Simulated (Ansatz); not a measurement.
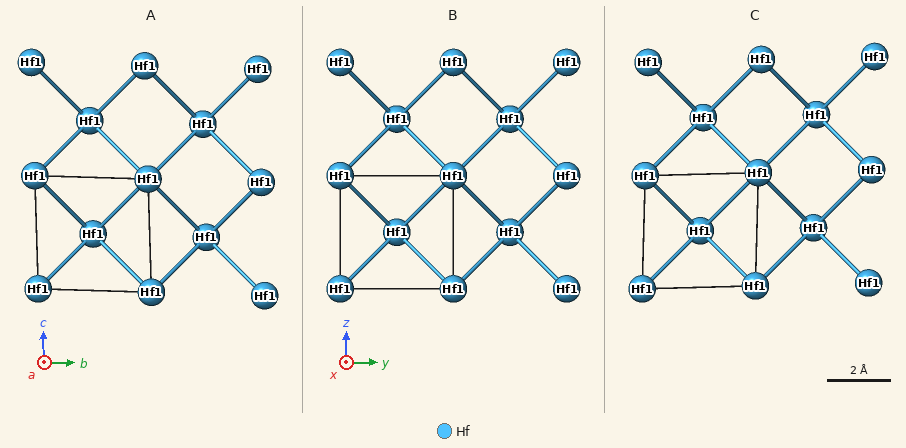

Frames of a one-coordinate scan of a crystal of Hf (Im-3m). x, y and z are the Cartesian axes of the input. A ball-and-stick model of the conventional cell (2 times the calculation's cell), repeated 1 × 2 × 2 with one cell outlined, seen along the a axis. Lengths and directions refer to the drawn axes.

All numbers below come from Ansatz 0.2.0, DFT PBEsol, scalar-relativistic, plane waves, PAW. Settings: plane-wave cutoff 420 eV; k-point mesh 18 × 18 × 18; occupations gaussian; smearing width 0.15 eV; no spin polarisation. Energies (free energies at the smearing named) are counted from the cell as listed in its source, which wasn't relaxed.

> What is being scanned?

The cell is strained in shear in the yz plane, with the atoms kept at their fractional coordinates. In the frames the strain is −0.06 (A), 0.00 (B), 0.0525 (C). Their energies are 10.3 meV/atom, 0.0 meV/atom, 8.0 meV/atom.
